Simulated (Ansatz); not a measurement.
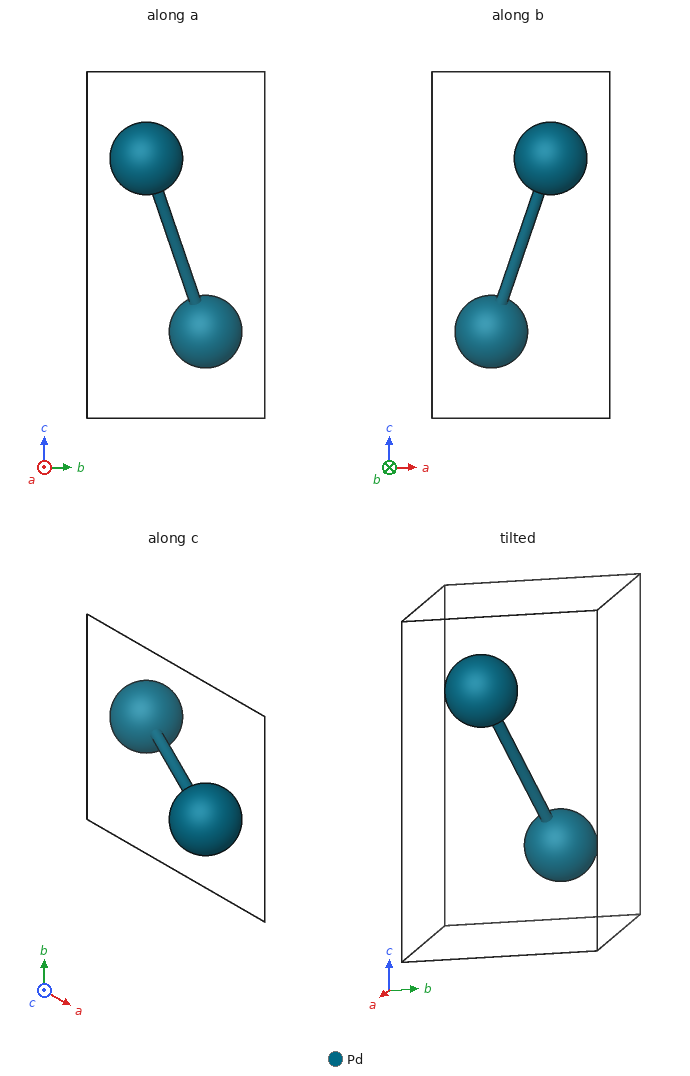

Ball-and-stick model, viewed along the a axis, along the b axis, along the c axis and slightly off an axis. The conventional unit cell is outlined; an atom on or near a face, edge or corner is repeated at each equivalent position.

Lattice parameters: a = 2.739 Å, b = 2.739 Å, c = 4.620 Å, α = 90.00°, β = 90.00°, γ = 120.00°.

> Convert the drawing into a table of Wyckoff sites.

Space group P6_3/mmc (No. 194).
```
atom  site       x       y       z
  Pd    2c  0.3333  0.6667  0.2500
```

Starting structure: a structure type filled with this element by a generator (whether the element takes this form wasn't checked). The final geometry of a relaxation with DFT, m-r2SCAN, plane waves (500 eV) with PAW, scalar-relativistic (Ansatz 0.2.0) is shown.
